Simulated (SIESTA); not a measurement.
# A series of single points on BN

System: BN (P6₃/mmc, 4 atoms in the cell).
Method: Kohn-Sham DFT of a periodic cell, PBEsol, PseudoDojo 0.4 standard, converted to PSML, no spin polarisation (SIESTA 5.4.2).

The 7 runs differ only in the geometry, by an even scaling of the cell at fixed fractional positions. The structure derives from an entry of the Crystallography Open Database.

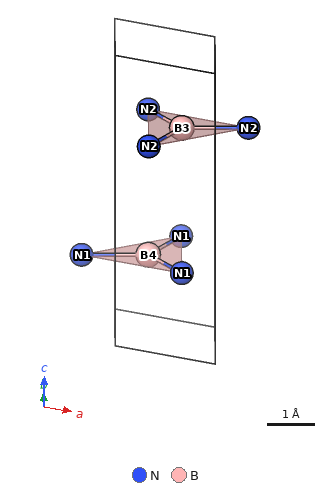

Figure 1. The structure of run 4 (polyhedral view of the cell of the calculation, seen at an oblique angle; polyhedra are completed across the faces of the cell; atoms are numbered from 1 in the order of the input). An atom can appear more than once, as a periodic image.

## Input of run 4
```
SystemName                      BN
SystemLabel                     BN
NumberOfSpecies                 2
NumberOfAtoms                   4
%block ChemicalSpeciesLabel
  1   7 N
  2   5 B
%endblock ChemicalSpeciesLabel

LatticeConstant                 1.0 Ang
%block LatticeVectors
     2.4982400000     0.0000000000     0.0000000000
    -1.2491200000     2.1635393048     0.0000000000
     0.0000000000     0.0000000000     6.6357000000
%endblock LatticeVectors
AtomicCoordinatesFormat         Fractional
%block AtomicCoordinatesAndAtomicSpecies
     0.6666666667     0.3333333333     0.2500000000  1  N
     0.3333333333     0.6666666667     0.7500000000  1  N
     0.6666666667     0.3333333333     0.7500000000  2  B
     0.3333333333     0.6666666667     0.2500000000  2  B
%endblock AtomicCoordinatesAndAtomicSpecies

%block kgrid.MonkhorstPack
   12   0   0  0.0
    0  12   0  0.0
    0   0   4  0.0
%endblock kgrid.MonkhorstPack
XC.Functional                   GGA
XC.Authors                      PBEsol
PAO.BasisSize                   DZP
PAO.EnergyShift                 0.003 Ry
Mesh.Cutoff                     800 Ry
OccupationFunction              FD
ElectronicTemperature           0.05 eV
MaxSCFIterations                120
SCF.MustConverge                false
SCF.Mixer.Method                Pulay
SCF.Mixer.Weight                0.25
SCF.Mixer.History               8
SCF.DM.Tolerance                5.0e-05
SCF.H.Tolerance                 1.0e-03 eV
WriteForces                     true
Charge.Mulliken                 end
```

Command:
```bash
siesta < BN.fdf > BN.out 2>&1
```

Lattice vectors (Å) and fractional positions of run 4:
```
   2.498240    0.000000    0.000000
  -1.249120    2.163539    0.000000
   0.000000    0.000000    6.635700
N   0.666667  0.333333  0.250000
N   0.333333  0.666667  0.750000
B   0.666667  0.333333  0.750000
B   0.333333  0.666667  0.250000
```

Run 3 differs from it as follows:
```diff
-     2.4982400000     0.0000000000     0.0000000000
-    -1.2491200000     2.1635393048     0.0000000000
-     0.0000000000     0.0000000000     6.6357000000
+     2.4814727834     0.0000000000     0.0000000000
+    -1.2407363917     2.1490184693     0.0000000000
+     0.0000000000     0.0000000000     6.5911637588
```

## Results, with one run withheld

| run | volume per atom (Å³) | free energy per atom, from the lowest run given (meV) | pressure (GPa) | gap on the mesh (eV) |
| --- | --- | --- | --- | --- |
| 1 | 8.429 | 56.65 | 24.97 | 4.23 |
| 2 | 8.608 | 32.47 | 18.36 | 4.21 |
| 3 | 8.787 | ? | ? | ? |
| 4 | 8.967 | 4.71 | 6.80 | 4.17 |
| 5 | 9.146 | 0.00 | 1.69 | 4.14 |
| 6 | 9.325 | 0.78 | −3.00 | 4.12 |
| 7 | 9.505 | 6.54 | −7.19 | 4.09 |

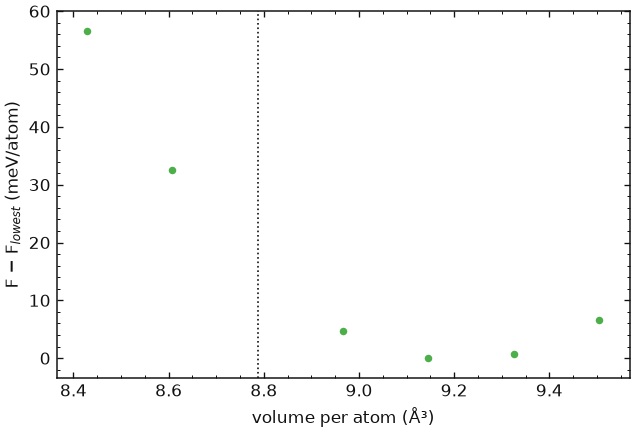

Figure 2. Free energy per atom of the runs given; the dotted line marks run 3.

What should run 3 give?

A cubic polynomial in V^(−2/3) (the Birch–Murnaghan form), fitted to the 6 runs given, misses them by at most 0.02 meV per atom. With x = V^(−2/3) − 0.23141 Å⁻², it reads F = 4.0394 + 2283.7 x + 2.9839e+05 x² − 3.43e+05 x³ (meV per atom). At run 3 it gives 15.37 meV per atom, and the run itself gives 15.36. The slope of the fit gives a pressure −dF/dV of 12.33 GPa there, and the run prints 12.33 GPa. The fit has its minimum at 9.209 Å³ per atom, where V d²F/dV² gives 242 GPa. Cell shape and fractional positions are held, so this is the stiffness under even scaling; the relaxed bulk modulus wasn't computed and can be far lower in a crystal of layers, chains or molecules like this one. The gap on the mesh goes, without turning, from 4.23 eV in run 1 to 4.09 eV in run 7; run 3 has 4.19 eV. These are gaps of this functional on this mesh, which can miss the band edges; they aren't the measured gap.

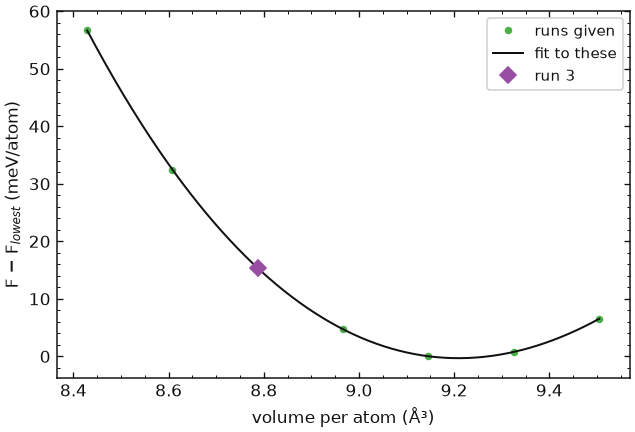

Figure 3. The fit and the withheld run.

## Some lines of the output (run 3)
```
[...]
outcell: Cell volume (Ang**3)        :     35.1489
stepf: Fermi-Dirac step function
siesta: Etot    =      -724.233291
siesta: FreeEng =      -724.233291
        iscf     Eharris(eV)        E_KS(eV)     FreeEng(eV)     dDmax    Ef(eV) dHmax(eV)
siesta: E_KS(eV) =             -726.7880
siesta: E_KS - E_eggbox =      -726.7880
siesta: Etot    =      -726.787957
siesta: FreeEng =      -726.787957
siesta:         Fermi =      -5.172936
siesta: Cell volume =         35.148902 Ang**3
    Orbital volume contribution        =           2.751768 eV
```

Notes: Points of doubt noted for this run: mulliken charges of long orbitals. With a small basis of atomic orbitals these values can differ much from converged plane-wave results.
